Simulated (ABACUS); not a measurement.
# Band-structure run of Na2S (part 2 of 2)

The same run, continued: Na2S (3 atoms in the cell); Kohn-Sham DFT of a periodic cell, PBEsol, PseudoDojo NC SR 0.5 PBE stringent, no spin polarisation (ABACUS 3.10.1); cutoff 1210.91 eV, fermi-dirac of 0.05 eV. The structure derives from an entry of the Crystallography Open Database. It belongs to a series of runs on one base structure; here: bands on the converged density.

Geometry of the input (Å; fractional positions):
```
0.0000  3.2735  3.2735
3.2735  0.0000  3.2735
3.2735  3.2735  0.0000
S  0.0000  0.0000  0.0000
Na 0.7500  0.7500  0.7500
Na 0.2500  0.2500  0.2500
```

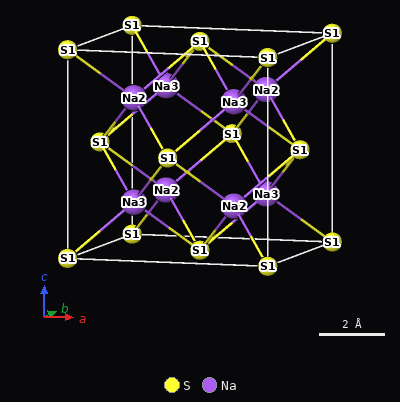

Fig. 1: The structure as given in the input (ball-and-stick view of the cell 4 times as large as that of the calculation, set on its symmetry axes, seen slightly off an axis; atoms are numbered from 1 in the order of the input). An atom can appear more than once, as a periodic image.

Log, continued
```
 PW ALGORITHM --------------- ION=   1  ELEC=   1--------------------------------

 k(1/102) Iter steps (avg)=11 threshold=1e-07
 k(2/102) Iter steps (avg)=12 threshold=1e-07
 k(3/102) Iter steps (avg)=11 threshold=1e-07
 k(4/102) Iter steps (avg)=11 threshold=1e-07
 k(5/102) Iter steps (avg)=13 threshold=1e-07
 k(6/102) Iter steps (avg)=30 threshold=1e-07
 k(7/102) Iter steps (avg)=18 threshold=1e-07
 k(8/102) Iter steps (avg)=26 threshold=1e-07
 k(9/102) Iter steps (avg)=19 threshold=1e-07

 k(10/102) Iter steps (avg)=16 threshold=1e-07

 k(11/102) Iter steps (avg)=13 threshold=1e-07
 k(12/102) Iter steps (avg)=14 threshold=1e-07
 k(13/102) Iter steps (avg)=16 threshold=1e-07
 k(14/102) Iter steps (avg)=16 threshold=1e-07
 k(15/102) Iter steps (avg)=18 threshold=1e-07
 k(16/102) Iter steps (avg)=20 threshold=1e-07
 k(17/102) Iter steps (avg)=20 threshold=1e-07
 k(18/102) Iter steps (avg)=20 threshold=1e-07
 k(19/102) Iter steps (avg)=17 threshold=1e-07
 k(20/102) Iter steps (avg)=17 threshold=1e-07
 k(21/102) Iter steps (avg)=17 threshold=1e-07
 k(22/102) Iter steps (avg)=17 threshold=1e-07
 k(23/102) Iter steps (avg)=17 threshold=1e-07
 k(24/102) Iter steps (avg)=17 threshold=1e-07
 k(25/102) Iter steps (avg)=17 threshold=1e-07
 k(26/102) Iter steps (avg)=17 threshold=1e-07
[... levels at 26 k points of this process ...]

 Density error is 0.00000000000
                          Error Threshold = 1.00000000000e-07
----------------------------------------------------------
     Energy           Rydberg                 eV
----------------------------------------------------------
 E_KohnSham     -204.5620198748      -2783.2090646866
 E_KS(sigma->0) -204.5620198748      -2783.2090646866
 E_Harris       -204.5620198748      -2783.2090646866
 E_band         -32.5526753236       -442.9018695443
 E_one_elec     -148.0855452473      -2014.8072068000
 E_Hartree      78.4896749128        1067.9068129822
 E_xc           -33.3209965334       -453.3554158924
 E_Ewald        -101.6451530070      -1382.9532549764
 E_entropy(-TS) -0.0000000000        -0.0000000000
 E_descf        0.0000000000         0.0000000000
 E_exx          0.0000000000         0.0000000000
 E_Fermi        0.2312885557         3.1468422398
----------------------------------------------------------

 charge density convergence is achieved
 final etot is -2783.2090647 eV
 EFERMI = 3.1468422398 eV

 STATE ENERGY(eV) AND OCCUPATIONS    NSPIN == 1
 1/26 kpoint (Cartesian) = 0.0000 0.0000 0.0000 (6735 pws)
       1       -48.2401      0.0196078
       2       -48.2283      0.0196078
       3       -20.1205      0.0196078
       4       -20.1205      0.0196078
       5       -20.1205      0.0196078
       6       -20.0656      0.0196078
       7       -20.0656      0.0196078
       8       -20.0656      0.0196078
       9       -8.24532      0.0196078
      10        1.89198      0.0196078
      11        1.89198      0.0196078
      12        1.89198      0.0196078
      13        4.23801    6.52650e-12
      14        9.52740    7.44037e-58
      15        9.52740    7.44037e-58
      16        9.52740    7.44037e-58
      17        11.1579    5.12155e-72
      18        11.1579    5.12153e-72
      19        12.9793    7.73385e-88
      20        12.9793    7.73385e-88
      21        12.9793    7.73385e-88
      22        15.3058        0.00000

 2/26 kpoint (Cartesian) = 0.0000 0.015274 0.0000 (6731 pws)
       1       -48.2400      0.0196078
       2       -48.2284      0.0196078
       3       -20.1208      0.0196078
       4       -20.1208      0.0196078
       5       -20.1189      0.0196078
       6       -20.0676      0.0196078
       7       -20.0654      0.0196078
       8       -20.0654      0.0196078
       9       -8.23764      0.0196078
      10        1.80966      0.0196078
      11        1.87910      0.0196078
      12        1.87910      0.0196078
      13        4.35969    5.72483e-13
      14        9.46606    2.53733e-57
      15        9.56113    3.78981e-58
      16        9.56113    3.78981e-58
      17        10.8762    1.43200e-69
      18        11.1907    2.65875e-72
      19        13.0369    2.44502e-88
      20        13.0369    2.44501e-88
      21        13.1598        0.00000
      22        15.4204        0.00000

 3/26 kpoint (Cartesian) = 0.0000 0.030548 0.0000 (6711 pws)
       1       -48.2397      0.0196078
       2       -48.2287      0.0196078
       3       -20.1216      0.0196078
       4       -20.1216      0.0196078
       5       -20.1140      0.0196078
       6       -20.0735      0.0196078
       7       -20.0649      0.0196078
       8       -20.0649      0.0196078
       9       -8.21529      0.0196078
      10        1.60713      0.0196078
      11        1.84221      0.0196078
      12        1.84221      0.0196078
      13        4.67489    1.04706e-15
      14        9.29801    7.31191e-56
      15        9.66054    5.18975e-59
      16        9.66054    5.18975e-59
      17        10.2871    1.87629e-64
      18        11.2889    3.72998e-73
      19        13.2073        0.00000
      20        13.2073        0.00000
      21        13.4888        0.00000
      22        15.7482        0.00000

 4/26 kpoint (Cartesian) = 0.0000 0.045823 0.0000 (6667 pws)
       1       -48.2393      0.0196078
       2       -48.2291      0.0196078
       3       -20.1229      0.0196078
       4       -20.1229      0.0196078
       5       -20.1064      0.0196078
       6       -20.0826      0.0196078
       7       -20.0641      0.0196078
       8       -20.0641      0.0196078
       9       -8.18028      0.0196078
      10        1.35863      0.0196078
      11        1.78612      0.0196078
      12        1.78612      0.0196078
      13        5.09008    2.59204e-19
      14        9.06030    8.48694e-54
      15        9.66237    5.00369e-59
      16        9.82072    2.10788e-60
      17        9.82072    2.10788e-60
      18        11.4520    1.42703e-74
      19        13.4821        0.00000
      20        13.4821        0.00000
      21        13.8080        0.00000
      22        16.2521        0.00000

 5/26 kpoint (Cartesian) = 0.0000 0.061097 0.0000 (6715 pws)
       1       -48.2387      0.0196078
       2       -48.2296      0.0196078
       3       -20.1245      0.0196078
       4       -20.1245      0.0196078
       5       -20.0968      0.0196078
       6       -20.0941      0.0196078
       7       -20.0630      0.0196078
       8       -20.0630      0.0196078
       9       -8.13582      0.0196078
      10        1.11267      0.0196078
      11        1.71768      0.0196078
      12        1.71768      0.0196078
      13        5.51319    5.47707e-23
      14        8.79249    1.79878e-51
      15        9.14015    1.71881e-54
      16        10.0346    2.92449e-62
      17        10.0346    2.92449e-62
      18        11.6793    1.51598e-76
      19        13.8413        0.00000
      20        13.8413        0.00000
      21        14.1061        0.00000
      22        16.8920        0.00000

 6/26 kpoint (Cartesian) = 0.0000 0.076371 0.0000 (6715 pws)
       1       -48.2381      0.0196078
       2       -48.2302      0.0196078
       3       -20.1263      0.0196078
       4       -20.1263      0.0196078
       5       -20.1067      0.0196078
       6       -20.0861      0.0196078
       7       -20.0619      0.0196078
       8       -20.0619      0.0196078
       9       -8.08609      0.0196078
      10       0.893460      0.0196078
      11        1.64450      0.0196078
      12        1.64450      0.0196078
      13        5.83715    8.40850e-26
      14        8.52652    3.67423e-49
      15        8.83828    7.19819e-52
      16        10.2937    1.64179e-64
      17        10.2937    1.64179e-64
      18        11.9689    4.62208e-79
      19        14.2365        0.00000
      20        14.2365        0.00000
      21        14.3683        0.00000
      22        17.4632        0.00000

[... levels at 20 further k points ...]

 --------------------------------------------
 !FINAL_ETOT_IS -2783.209064686606 eV
 --------------------------------------------

 Output bands in file: OUT.Na2S/BANDS_1.dat
```

Standard output
```
ABACUS v3.10.1

               Atomic-orbital Based Ab-initio Computation at UStc

 dft_functional readin is: pbesol
 dft_functional in pseudopot file is: PBE
 Please make sure this is what you need
 dft_functional readin is: pbesol
 dft_functional in pseudopot file is: PBE
 Please make sure this is what you need

%%%%%%%%%%%%%%%%%%%%%%%%%%%%%%%%%%%%%%%%%%%%%%%%%%%%%%%%%%%%%%%%%%%%%%%%%%%%%%%%%%%%%%%%%%%%%%%%%%%%%%%%%
 Warning: the number of valence electrons in pseudopotential > 1 for Na: [Ne] 3s1
 Pseudopotentials with additional electrons can yield (more) accurate outcomes, but may be less efficient.
 If you're confident that your chosen pseudopotential is appropriate, you can safely ignore this warning.
%%%%%%%%%%%%%%%%%%%%%%%%%%%%%%%%%%%%%%%%%%%%%%%%%%%%%%%%%%%%%%%%%%%%%%%%%%%%%%%%%%%%%%%%%%%%%%%%%%%%%%%%%

 UNIFORM GRID DIM        : 54 * 54 * 54
 UNIFORM GRID DIM(BIG)   : 54 * 54 * 54
 ---------------------------------------------------------
 ---------------------------------------------------------
 SPIN    KPOINTS         PROCESSORS  THREADS
 1       102             4           4
 ---------------------------------------------------------
 Use plane wave basis
 ---------------------------------------------------------
 ELEMENT NATOM       XC
 S       1
 Na      2
 ---------------------------------------------------------
 Initial plane wave basis and FFT box
 ---------------------------------------------------------
 -------------------------------------------
 NONSELF-CONSISTENT :
 -------------------------------------------
 START CHARGE      : file
 ITER       ETOT/eV          EDIFF/eV         DRHO     TIME/s
 DA1     -2.78320906e+03   0.00000000e+00   0.0000e+00  23.19
```

Summary

| quantity | value |
| --- | --- |
| outcome | converged |
| space group (tolerance 0.01 Å) | Fm-3m (225) |
| electrons treated | 24 |
| Fermi energy | 3.285 eV |
| gap on the band path | 2.35 eV |
| hardware | 4 threads of Intel Xeon @ 2.90GHz (Ice Lake), 128 GiB of memory available, shared host |
| wall time | 24 s (CPU time 95 s) |
| peak memory | 0.68 GiB |
